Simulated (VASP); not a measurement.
Geometry relaxation, with input and output: AlP (part 1 of 3)

- system: AlP (slab, 8 atoms in the cell)
- method: Kohn-Sham DFT of a periodic cell, PBE with D3(BJ), VASP PAW PBE potentials, recommended, no spin polarisation (VASP 6.6.1)

The structure derives from an entry of the Crystallography Open Database. It belongs to a series of runs on one base structure; here: the (1 1 1) slab of AlP, cut from the database cell, not relaxed.

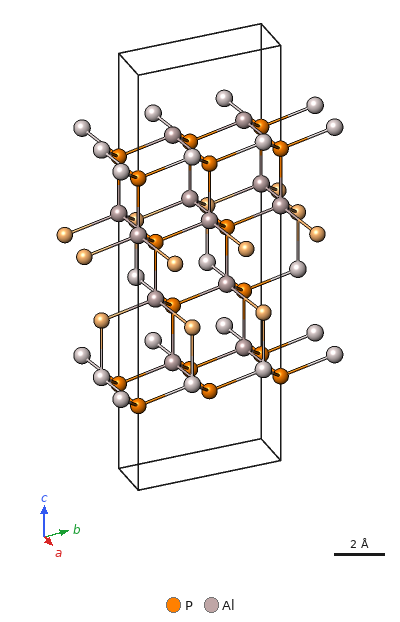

The starting structure (ball-and-stick view of the 1 × 2 repeat of the cell, with the vacuum cut short, seen slightly off an axis; neighbours outside the cell are drawn fainter). Near neighbours in the crystal (not all of them lie inside the picture): P has 3 Al at 2.36 Å; P has 4 Al at 2.36 Å; Al has 4 P at 2.36 Å; Al has 3 P at 2.36 Å.

**INCAR**
```
SYSTEM = AlP
ALGO = Normal
DIPOL = 0.5 0.5 0.500
EDIFF = 1E-7
EDIFFG = -0.01
ENCUT = 520
GGA = PE
IBRION = 2
IDIPOL = 3
ISIF = 2
ISMEAR = 0
IVDW = 12
LASPH = .TRUE.
LCHARG = .FALSE.
LDIPOL = .TRUE.
LREAL = .FALSE.
LWAVE = .FALSE.
NELM = 60
NSW = 60
PREC = Accurate
SIGMA = 0.05
```

**KPOINTS**
```
k-points
0
G
  8 8 1
  0 0 0
```

**POSCAR**
```
AlP
1.0
    3.8544390642      0.0000000000      0.0000000000
   -1.9272195321      3.3380421470      0.0000000000
    0.0000000000      0.0000000000     25.2281930314
P Al
4 4
Selective dynamics
Direct
    0.0000000000      0.0000000000      0.2972864521  F F F
    0.3333333333      0.6666666667      0.4220332508  F F F
    0.6666666667      0.3333333333      0.5467800495  T T T
    0.0000000000      0.0000000000      0.6715268482  T T T
    0.3333333333      0.6666666667      0.3284731518  F F F
    0.6666666667      0.3333333333      0.4532199505  F F F
    0.0000000000      0.0000000000      0.5779667492  T T T
    0.3333333333      0.6666666667      0.7027135479  T T T
```

Launched with:
```bash
cat potpaw_PBE.64/P/POTCAR potpaw_PBE.64/Al/POTCAR > POTCAR
mpirun -np 1 vasp_std > vasp.out
```

**OSZICAR**
```
N       E                     dE             d eps       ncg     rms          rms(c)
DAV:   1     0.161497659772E+03    0.16150E+03   -0.10911E+04   420   0.114E+03
DAV:   2    -0.225672808736E+02   -0.18406E+03   -0.17718E+03   615   0.187E+02
DAV:   3    -0.408862136649E+02   -0.18319E+02   -0.18063E+02   519   0.624E+01
DAV:   4    -0.416781395566E+02   -0.79193E+00   -0.78936E+00   576   0.151E+01
DAV:   5    -0.417147406373E+02   -0.36601E-01   -0.36583E-01   620   0.310E+00    0.927E+00
DAV:   6    -0.571159386366E+02   -0.15401E+02   -0.65305E+01   703   0.417E+01    0.134E+01
DAV:   7    -0.379873902368E+02    0.19129E+02   -0.14587E+02   675   0.285E+01    0.853E+00
DAV:   8    -0.398584643359E+02   -0.18711E+01   -0.22299E+01   547   0.164E+01    0.435E+00
DAV:   9    -0.387725338908E+02    0.10859E+01   -0.78030E-01   531   0.894E+00    0.184E+00
DAV:  10    -0.394305761983E+02   -0.65804E+00   -0.72932E-01   544   0.586E+00    0.452E+00
DAV:  11    -0.390703826790E+02    0.36019E+00   -0.25376E-01   490   0.255E+00    0.425E+00
DAV:  12    -0.386359105049E+02    0.43447E+00   -0.49740E-02   555   0.162E+00    0.188E+00
DAV:  13    -0.386904262023E+02   -0.54516E-01   -0.53015E-02   520   0.121E+00    0.279E+00
DAV:  14    -0.388895718183E+02   -0.19915E+00   -0.25928E-01   511   0.295E+00    0.206E+00
DAV:  15    -0.387527924844E+02    0.13678E+00   -0.38765E-02   495   0.127E+00    0.188E+00
DAV:  16    -0.386869279896E+02    0.65864E-01   -0.93541E-03   574   0.650E-01    0.159E+00
DAV:  17    -0.386370282335E+02    0.49900E-01   -0.54027E-03   608   0.565E-01    0.126E+00
DAV:  18    -0.385931163630E+02    0.43912E-01   -0.66131E-03   670   0.936E-01    0.408E-01
DAV:  19    -0.385916755304E+02    0.14408E-02   -0.92707E-03   495   0.456E-01    0.163E-01
DAV:  20    -0.386017437065E+02   -0.10068E-01   -0.13266E-03   510   0.296E-01    0.944E-01
DAV:  21    -0.385987187691E+02    0.30249E-02   -0.20634E-03   539   0.512E-01    0.643E-01
DAV:  22    -0.385973395662E+02    0.13792E-02   -0.95833E-04   490   0.146E-01    0.597E-01
DAV:  23    -0.385931671492E+02    0.41724E-02   -0.27505E-04   513   0.111E-01    0.348E-01
DAV:  24    -0.385931186968E+02    0.48452E-04   -0.26973E-04   505   0.877E-02    0.340E-01
DAV:  25    -0.385914713125E+02    0.16474E-02   -0.13512E-04   572   0.132E-01    0.646E-02
DAV:  26    -0.385922316811E+02   -0.76037E-03   -0.15463E-04   574   0.707E-02    0.252E-01
DAV:  27    -0.385920334652E+02    0.19822E-03   -0.33085E-05   480   0.326E-02    0.215E-01
DAV:  28    -0.385918587131E+02    0.17475E-03   -0.17908E-05   485   0.239E-02    0.173E-01
DAV:  29    -0.385915064742E+02    0.35224E-03   -0.28760E-05   532   0.483E-02    0.215E-02
DAV:  30    -0.385915706353E+02   -0.64161E-04   -0.16234E-05   510   0.222E-02    0.628E-02
DAV:  31    -0.385915389222E+02    0.31713E-04   -0.36026E-06   520   0.170E-02    0.135E-02
DAV:  32    -0.385915490491E+02   -0.10127E-04   -0.19080E-06   532   0.603E-03    0.108E-02
DAV:  33    -0.385915713014E+02   -0.22252E-04   -0.11093E-06   560   0.117E-02    0.299E-02
DAV:  34    -0.385915740699E+02   -0.27684E-05   -0.11808E-06   500   0.499E-03    0.262E-02
DAV:  35    -0.385915711730E+02    0.28969E-05   -0.24755E-07   443   0.475E-03    0.116E-02
DAV:  36    -0.385915750399E+02   -0.38668E-05   -0.26343E-07   418   0.264E-03    0.627E-03
DAV:  37    -0.385915771684E+02   -0.21286E-05   -0.69260E-08   367   0.127E-03    0.694E-03
DAV:  38    -0.385915778249E+02   -0.65644E-06   -0.36948E-08   361   0.206E-03    0.129E-03
DAV:  39    -0.385915784043E+02   -0.57940E-06   -0.46707E-08   331   0.116E-03    0.105E-03
DAV:  40    -0.385915786690E+02   -0.26477E-06   -0.20691E-08   280   0.713E-04    0.886E-04
DAV:  41    -0.385915787908E+02   -0.12177E-06   -0.45291E-09   270   0.543E-04    0.573E-04
DAV:  42    -0.385915789293E+02   -0.13849E-06   -0.64168E-09   275   0.416E-04    0.521E-04
DAV:  43    -0.385915790016E+02   -0.72339E-07   -0.42586E-09   265   0.266E-04
   1 F= -.40650032E+02 E0= -.40642206E+02  d E =-.406500E+02
       N       E                     dE             d eps       ncg     rms          rms(c)
DAV:   1    -0.386430556573E+02   -0.51477E-01   -0.11262E+00   420   0.498E+00    0.103E+00
DAV:   2    -0.447784903736E+02   -0.61354E+01   -0.14501E+00   562   0.127E+01    0.773E+00
DAV:   3    -0.386767833098E+02    0.61017E+01   -0.62663E+00   600   0.999E+00    0.236E+00
DAV:   4    -0.386341934116E+02    0.42590E-01   -0.42398E-01   536   0.227E+00    0.560E-01
DAV:   5    -0.386319721904E+02    0.22212E-02   -0.18454E-02   503   0.705E-01    0.271E-01
DAV:   6    -0.386314038043E+02    0.56839E-03   -0.15352E-03   584   0.217E-01    0.144E-01
DAV:   7    -0.386319456461E+02   -0.54184E-03   -0.33481E-04   490   0.136E-01    0.252E-01
DAV:   8    -0.386314056982E+02    0.53995E-03   -0.21553E-04   520   0.916E-02    0.130E-01
DAV:   9    -0.386312142330E+02    0.19147E-03   -0.60306E-05   582   0.460E-02    0.404E-02
DAV:  10    -0.386312194215E+02   -0.51885E-05   -0.12366E-05   500   0.198E-02    0.462E-02
DAV:  11    -0.386312052108E+02    0.14211E-04   -0.88807E-06   521   0.180E-02    0.285E-02
DAV:  12    -0.386311968059E+02    0.84050E-05   -0.46206E-06   587   0.120E-02    0.777E-03
DAV:  13    -0.386311971841E+02   -0.37827E-06   -0.61073E-07   495   0.382E-03    0.660E-03
DAV:  14    -0.386311973589E+02   -0.17473E-06   -0.57492E-08   350   0.154E-03    0.366E-03
DAV:  15    -0.386312002989E+02   -0.29401E-05   -0.76142E-07   495   0.470E-03    0.542E-03
DAV:  16    -0.386312009146E+02   -0.61566E-06   -0.22694E-07   446   0.232E-03    0.372E-03
DAV:  17    -0.386312015359E+02   -0.62135E-06   -0.65541E-08   331   0.129E-03    0.202E-03
DAV:  18    -0.386312028890E+02   -0.13531E-05   -0.92980E-08   374   0.958E-04    0.167E-03
DAV:  19    -0.386312038825E+02   -0.99353E-06   -0.76125E-08   373   0.838E-04    0.779E-04
DAV:  20    -0.386312047150E+02   -0.83245E-06   -0.92864E-08   369   0.844E-04    0.273E-04
DAV:  21    -0.386312048732E+02   -0.15817E-06   -0.12238E-08   328   0.497E-04    0.298E-04
DAV:  22    -0.386312049280E+02   -0.54809E-07   -0.45938E-09   285   0.326E-04
   2 F= -.40688076E+02 E0= -.40680078E+02  d E =-.380445E-01
       N       E                     dE             d eps       ncg     rms          rms(c)
DAV:   1    -0.386383273819E+02   -0.71225E-02   -0.23337E-01   420   0.224E+00    0.526E-01
DAV:   2    -0.410527378023E+02   -0.24144E+01   -0.40493E-01   570   0.663E+00    0.497E+00
DAV:   3    -0.386490061381E+02    0.24037E+01   -0.11684E+00   592   0.526E+00    0.119E+00
DAV:   4    -0.386480583966E+02    0.94774E-03   -0.81400E-02   520   0.119E+00    0.800E-01
DAV:   5    -0.386359439557E+02    0.12114E-01   -0.70313E-03   490   0.508E-01    0.113E-01
DAV:   6    -0.386361757329E+02   -0.23178E-03   -0.63464E-04   616   0.143E-01    0.162E-01
DAV:   7    -0.386360227180E+02    0.15301E-03   -0.17590E-04   534   0.879E-02    0.136E-01
DAV:   8    -0.386358758077E+02    0.14691E-03   -0.11113E-04   520   0.549E-02    0.886E-02
DAV:   9    -0.386358136452E+02    0.62162E-04   -0.11985E-05   582   0.209E-02    0.541E-02
DAV:  10    -0.386358071682E+02    0.64769E-05   -0.67124E-06   537   0.176E-02    0.488E-02
DAV:  11    -0.386357762818E+02    0.30886E-04   -0.85382E-06   508   0.206E-02    0.596E-03
DAV:  12    -0.386357774823E+02   -0.12005E-05   -0.35288E-06   500   0.982E-03    0.927E-03
DAV:  13    -0.386357771804E+02    0.30196E-06   -0.14644E-07   404   0.222E-03    0.757E-03
DAV:  14    -0.386357769509E+02    0.22942E-06   -0.18270E-07   363   0.231E-03    0.251E-03
DAV:  15    -0.386357775678E+02   -0.61682E-06   -0.30221E-07   446   0.268E-03    0.294E-03
DAV:  16    -0.386357777103E+02   -0.14257E-06   -0.60736E-08   305   0.147E-03    0.177E-03
DAV:  17    -0.386357779175E+02   -0.20718E-06   -0.28655E-08   305   0.875E-04    0.121E-03
DAV:  18    -0.386357783444E+02   -0.42693E-06   -0.29275E-08   316   0.603E-04    0.432E-04
DAV:  19    -0.386357787830E+02   -0.43853E-06   -0.39311E-08   347   0.559E-04    0.486E-04
DAV:  20    -0.386357790275E+02   -0.24458E-06   -0.15330E-08   316   0.345E-04    0.302E-04
DAV:  21    -0.386357791671E+02   -0.13959E-06   -0.12305E-08   321   0.330E-04    0.241E-04
DAV:  22    -0.386357791957E+02   -0.28524E-07   -0.32239E-09   290   0.221E-04
   3 F= -.40691919E+02 E0= -.40683890E+02  d E =-.418868E-01
       N       E                     dE             d eps       ncg     rms          rms(c)
DAV:   1    -0.386392652130E+02   -0.34860E-02   -0.30987E-02   425   0.920E-01    0.176E-01
DAV:   2    -0.391876665079E+02   -0.54840E+00   -0.49568E-02   626   0.232E+00    0.385E+00
DAV:   3    -0.386391146786E+02    0.54855E+00   -0.33544E-01   635   0.207E+00    0.219E-01
DAV:   4    -0.386394417818E+02   -0.32710E-03   -0.53138E-03   515   0.329E-01    0.178E-01
DAV:   5    -0.386390095829E+02    0.43220E-03   -0.37821E-04   500   0.118E-01    0.426E-02
DAV:   6    -0.386389957141E+02    0.13869E-04   -0.39503E-05   592   0.335E-02    0.213E-02
DAV:   7    -0.386389948287E+02    0.88542E-06   -0.72056E-06   529   0.191E-02    0.105E-02
DAV:   8    -0.386389952746E+02   -0.44596E-06   -0.35506E-06   528   0.111E-02    0.543E-03
DAV:   9    -0.386389950614E+02    0.21324E-06   -0.52624E-07   510   0.425E-03    0.247E-03
DAV:  10    -0.386389950582E+02    0.32546E-08   -0.58587E-08   360   0.154E-03
   4 F= -.40695280E+02 E0= -.40687127E+02  d E =-.336169E-02
       N       E                     dE             d eps       ncg     rms          rms(c)
DAV:   1    -0.386435955620E+02   -0.46005E-02   -0.18952E-01   430   0.227E+00    0.400E-01
DAV:   2    -0.403502938229E+02   -0.17067E+01   -0.24978E-01   594   0.506E+00    0.485E+00
DAV:   3    -0.386489555469E+02    0.17013E+01   -0.32488E+00   619   0.423E+00    0.828E-01
DAV:   4    -0.386456083517E+02    0.33472E-02   -0.36605E-02   520   0.820E-01    0.476E-01
DAV:   5    -0.386423835828E+02    0.32248E-02   -0.30840E-03   485   0.322E-01    0.109E-01
DAV:   6    -0.386422824134E+02    0.10117E-03   -0.27256E-04   608   0.927E-02    0.699E-02
DAV:   7    -0.386422384200E+02    0.43993E-04   -0.62156E-05   556   0.553E-02    0.289E-02
DAV:   8    -0.386422437155E+02   -0.52955E-05   -0.42081E-05   520   0.368E-02    0.189E-02
DAV:   9    -0.386422429150E+02    0.80045E-06   -0.57355E-06   547   0.131E-02    0.161E-02
DAV:  10    -0.386422404848E+02    0.24302E-05   -0.57341E-07   552   0.471E-03    0.872E-03
DAV:  11    -0.386422401545E+02    0.33031E-06   -0.57841E-07   516   0.363E-03    0.379E-03
DAV:  12    -0.386422401412E+02    0.13282E-07   -0.52646E-08   350   0.159E-03
   5 F= -.40698881E+02 E0= -.40690484E+02  d E =-.696248E-02
       N       E                     dE             d eps       ncg     rms          rms(c)
DAV:   1    -0.386422357454E+02    0.44090E-05   -0.54403E-04   430   0.121E-01    0.221E-02
DAV:   2    -0.386546987284E+02   -0.12463E-01   -0.80946E-04   610   0.284E-01    0.901E-01
DAV:   3    -0.386422215332E+02    0.12477E-01   -0.76781E-04   550   0.280E-01    0.884E-03
DAV:   4    -0.386422317596E+02   -0.10226E-04   -0.91848E-05   587   0.397E-02    0.500E-03
DAV:   5    -0.386422319926E+02   -0.23296E-06   -0.21350E-06   592   0.805E-03    0.395E-03
DAV:   6    -0.386422319967E+02   -0.41696E-08   -0.29266E-07   472   0.274E-03
   6 F= -.40698892E+02 E0= -.40690484E+02  d E =-.697314E-02
       N       E                     dE             d eps       ncg     rms          rms(c)
DAV:   1    -0.386422141064E+02    0.17886E-04   -0.13263E-02   420   0.506E-01    0.452E-02
DAV:   2    -0.386459643184E+02   -0.37502E-02   -0.85206E-04   515   0.225E-01    0.474E-01
DAV:   3    -0.386422757387E+02    0.36886E-02   -0.28274E-04   518   0.175E-01    0.354E-02
DAV:   4    -0.386422617617E+02    0.13977E-04   -0.56912E-05   526   0.433E-02    0.136E-02
DAV:   5    -0.386422613801E+02    0.38161E-06   -0.66851E-06   536   0.139E-02    0.750E-03
DAV:   6    -0.386422613570E+02    0.23115E-07   -0.13435E-06   587   0.617E-03    0.394E-03
DAV:   7    -0.386422613225E+02    0.34517E-07   -0.24251E-07   484   0.255E-03
   7 F= -.40699052E+02 E0= -.40690653E+02  d E =-.160676E-03
```

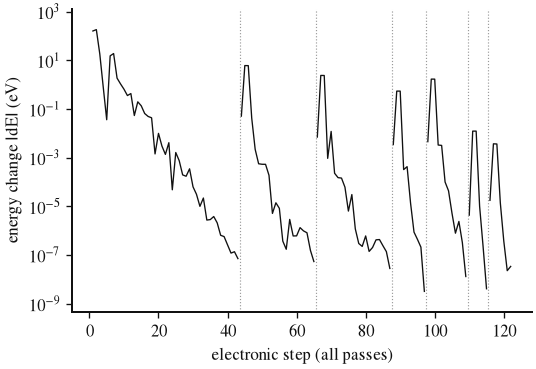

Convergence of the self-consistent field: energy change |dE| against the electronic step. Each stretch between dotted lines is the SCF of one geometry step of a relaxation. The 7 ionic steps take 6 to 43 electronic steps each. The density is held fixed in the first few steps, and dE rises again when its update begins.

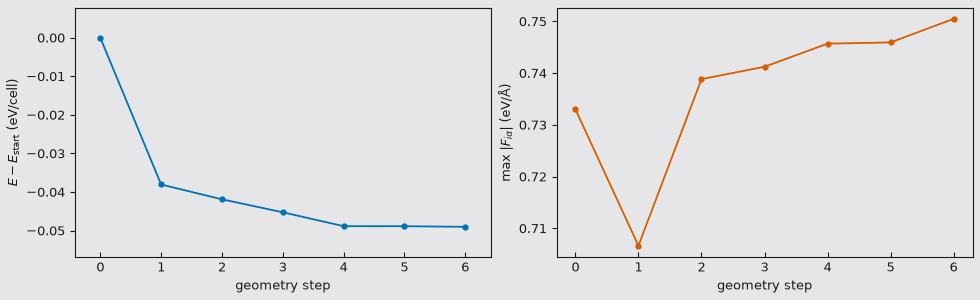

Progress of the relaxation, step by step (steps are counted from 0).

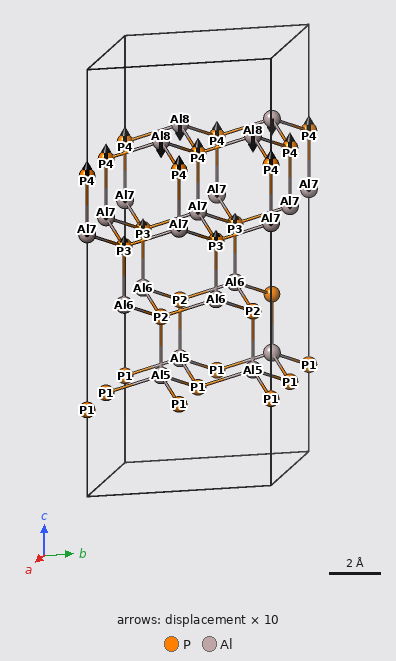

The starting structure with the displacements as black arrows, magnified 10 times (ball-and-stick view of the 2 × 2 repeat of the cell, with the vacuum cut short, seen slightly off an axis). Al8 moves most: 0.069 Å. Largest moves by element: Al 0.069 Å, P 0.063 Å. The lattice vectors keep their values. Among the contacts that change: P4–Al7 2.360 → 2.436 Å, P3–Al6 2.360 → 2.411 Å, P4–Al8 2.360 → 2.320 Å, P3–Al7 2.360 → 2.342 Å. Among the angles that change: Al7–P4–Al8 109.5° → 106.4°, P4–Al8–P4 109.5° → 112.4°, Al8–P4–Al8 109.5° → 112.4°. The energy falls by 49.0 meV per cell of the calculation in 6 geometry steps. The largest force component goes from 0.73 to 0.75 eV/Å. (Atoms are counted from 1 in the order of the input.)

**Parts of OUTCAR**
```
SYSTEM = AlP
   EDIFF = 1E-7
   EDIFFG = -0.01
   ENCUT = 520
   GGA = PE
   IBRION = 2
   ISIF = 2
   ISMEAR = 0
   IVDW = 12
   LASPH = .TRUE.
   LREAL = .FALSE.
   NELM = 60
   NSW = 60
   PREC = Accurate
 IVDW          = 12
 VDW_S6        =  1.00000000  s6, scaling of the dipole-dipole dispersion
 VDW_S8        =  0.78750002  s8, scaling of the dipole-quadrupole dispersion
 VDW_A1        =  0.42890000  a1, scaling of the critical radii
 VDW_A2        =  4.44070005  a2, offset of the critical radii
 VDW_RADIUS    = 50.20216178  two-body interaction cutoff (in Angstroms)
 VDW_CNRADIUS  = 21.16708996  CN, coordination number cutoff (in Angstroms)

 ion  position               nearest neighbor table
   1  0.000  0.000  0.297-   5 2.36   5 2.36   5 2.36
   2  0.333  0.667  0.422-   5 2.36   6 2.36   6 2.36   6 2.36
   3  0.667  0.333  0.547-   6 2.36   7 2.36   7 2.36   7 2.36
   4  0.000  0.000  0.672-   7 2.36   8 2.36   8 2.36   8 2.36
   5  0.333  0.667  0.328-   2 2.36   1 2.36   1 2.36   1 2.36
   6  0.667  0.333  0.453-   3 2.36   2 2.36   2 2.36   2 2.36
   7  0.000  0.000  0.578-   4 2.36   3 2.36   3 2.36   3 2.36
   8  0.333  0.667  0.703-   4 2.36   4 2.36   4 2.36

  LATTYP: Found a hexagonal cell.
 ALAT       =     3.8544390642
 C/A-ratio  =     6.5452307356

  Lattice vectors:

 A1 = (   3.8544390642,   0.0000000000,   0.0000000000)
 A2 = (  -1.9272195321,   3.3380421470,   0.0000000000)
 A3 = (   0.0000000000,   0.0000000000,  25.2281930314)

Analysis of symmetry for initial positions (statically):
=====================================================================
 Subroutine PRICEL returns:
 Original cell was already a primitive cell.

 Routine SETGRP: Setting up the symmetry group for a
 hexagonal supercell.

 Subroutine GETGRP returns: Found  6 space group operations
 (whereof  6 operations were pure point group operations)
 out of a pool of 24 trial point group operations.

The static configuration has the point symmetry C_3v.

Analysis of symmetry for dynamics (positions and initial velocities):
=====================================================================
 Subroutine PRICEL returns:
 Original cell was already a primitive cell.

 Routine SETGRP: Setting up the symmetry group for a
 hexagonal supercell.

 Subroutine GETGRP returns: Found  6 space group operations
 (whereof  6 operations were pure point group operations)
 out of a pool of 24 trial point group operations.

The dynamic configuration has the point symmetry C_3v.

Analysis of constrained symmetry for selective dynamics:
=====================================================================
 Subroutine PRICEL returns:
 Original cell was already a primitive cell.

 Routine SETGRP: Setting up the symmetry group for a
 hexagonal supercell.

 Subroutine GETGRP returns: Found  6 space group operations
 (whereof  6 operations were pure point group operations)
 out of a pool of 24 trial point group operations.

The constrained configuration has the point symmetry C_3v.
```
